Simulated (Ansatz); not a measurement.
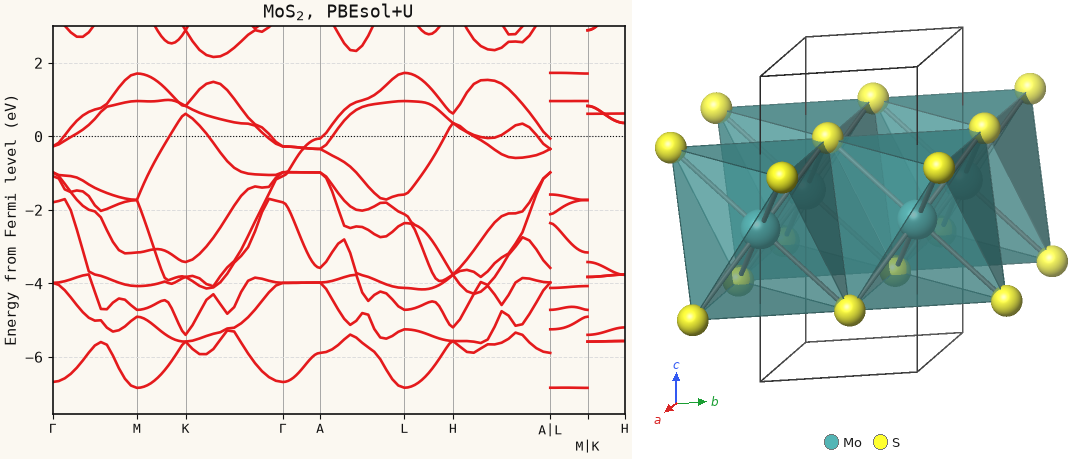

Band structure, beside the structure. Energies are counted from the Fermi level.

This input was run:

```yaml
crystal:
  lattice:
    - [3.2274645616, 0.0, 0.0]
    - [-1.6137322808, 2.7950663001, 0.0]
    - [0.0, 0.0, 6.31247342]
  atoms:
    - { symbol: Mo, position: [0.0, 0.0, 0.5] }
    - { symbol: S, position: [0.6666666667, 0.3333333333, 0.74468068] }
    - { symbol: S, position: [0.3333333333, 0.6666666667, 0.25531932] }
hamiltonian:
  xc: pbesol
  pseudopotentials: { kind: paw }
  hubbard: { sites: [{ species: Mo, l: d, u_eff: 1.0 }] }
kpoints:
  mp_grid: { grid: [9, 9, 4] }
  band_path:
    path:
      - [[0.0, 0.0, 0.0], [0.5, 0.0, 0.0], [0.3333333333, 0.3333333333, 0.0], [0.0, 0.0, 0.0], [0.0, 0.0, 0.5], [0.5, 0.0, 0.5], [0.3333333333, 0.3333333333, 0.5], [0.0, 0.0, 0.5]]
      - [[0.5, 0.0, 0.5], [0.5, 0.0, 0.0]]
      - [[0.3333333333, 0.3333333333, 0.0], [0.3333333333, 0.3333333333, 0.5]]
    npoints: 14
scf:
  occupations: { method: fermi_dirac, width: 0.05 }
  n_extra_bands: 7
output:
  forces: true
  stress: true
  eigenvalues: true
  fatbands: false
```

System: CdI2-type MoS₂, space group P-3m1 (No. 164), 3 atoms in the cell.

Method: PBEsol, Mo d U = 1 eV, Ansatz PAW, no spin polarisation, no spin-orbit coupling, 9×9×4 k mesh, 420 eV cutoff, Fermi-Dirac smearing of 0.05 eV (Ansatz).

> Does this material conduct, going by its bands?

A metal: 3 bands cross the Fermi level along this path.

Spin-orbit coupling is left out, which matters for Mo. The PAW data sets were made with another functional. The cell is at −3 GPa in this functional. The usual form of MoS2 is the layered 2H or 3R polytype.
